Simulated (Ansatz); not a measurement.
The calculation's input:

```
crystal:
  lattice:
    - [3.1593699056, 0.0, 0.0]
    - [-1.5796849528, 2.7360945982, 0.0]
    - [0.0, 0.0, 5.4508227252]
  atoms:
    - { symbol: Hf, position: [0.6666666667, 0.3333333333, 0.75] }
    - { symbol: Hf, position: [0.3333333333, 0.6666666667, 0.25] }
    - { symbol: "N", position: [0.0, 0.0, 0.0] }
    - { symbol: "N", position: [0.0, 0.0, 0.5] }
basis:
  ecutwfc: 420
kpoints:
  mp_grid: { grid: [18, 18, 8] }
  band_path:
    path:
      - [[0.0, 0.0, 0.0], [0.5, 0.0, 0.0], [0.33333333, 0.33333333, 0.0], [0.0, 0.0, 0.0], [0.0, 0.0, 0.5], [0.5, 0.0, 0.5], [0.33333333, 0.33333333, 0.5], [0.0, 0.0, 0.5]]
      - [[0.5, 0.0, 0.5], [0.5, 0.0, 0.0]]
      - [[0.33333333, 0.33333333, 0.5], [0.33333333, 0.33333333, 0.0]]
    npoints: 14
hamiltonian:
  xc: lda
scf:
  occupations: { method: gaussian, width: 0.1 }
  n_extra_bands: 10
output:
  forces: true
  stress: true
  eigenvalues: true
  populations: true
  dos: { projected: true, de: 0.02, nscf_kmesh: { grid: [27, 27, 12] } }
  bader: true
  write_density: true
  write_potential: true
  elf: true
  volumetric_format: npy
```

Command:

```sh
ansatz run input.yaml --threads 1 --pin off --max-ram 2560MiB --backend cpu --events-out ev --progress --plain --runs-dir out
```

Below, planes, directions and counts refer to the conventional cell (a = 3.16 Å, b = 3.16 Å, c = 5.45 Å, α = 90.00°, β = 90.00°, γ = 120.00°).

Space group P6₃/mmc; a structure from a database of computed crystals, not necessarily the ambient phase; computed pressure about −14 GPa in this cell.

Theory: Ansatz, DFT LDA, scalar-relativistic, plane waves, PAW.

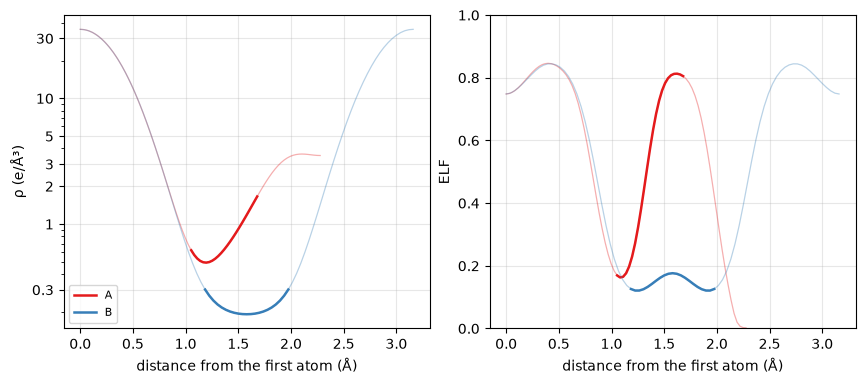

HfN. Valence charge density (pseudo) and ELF along straight lines between neighbouring atoms. Thin, pale parts lie inside the atomic spheres.

The density is the valence pseudo-density of a PAW calculation; it isn't the true density close to the nuclei.

### Which curve belongs to which contact (Hf–Hf and Hf–N)? The first atom named is at distance zero.

Curve A: Hf–N (2.28 Å): ρ at the midpoint is about 0.51 e/Å³; the ELF peaks at about 0.80 in the valence shell of N, 0.7 Å from its nucleus, and is about 0.20 at the midpoint: no shared electron pair shows on this line. Curve B: Hf–Hf (3.16 Å): the density is about 0.19 e/Å³ at the midpoint; the ELF is about 0.20 at the midpoint: no localised pair shows between them.
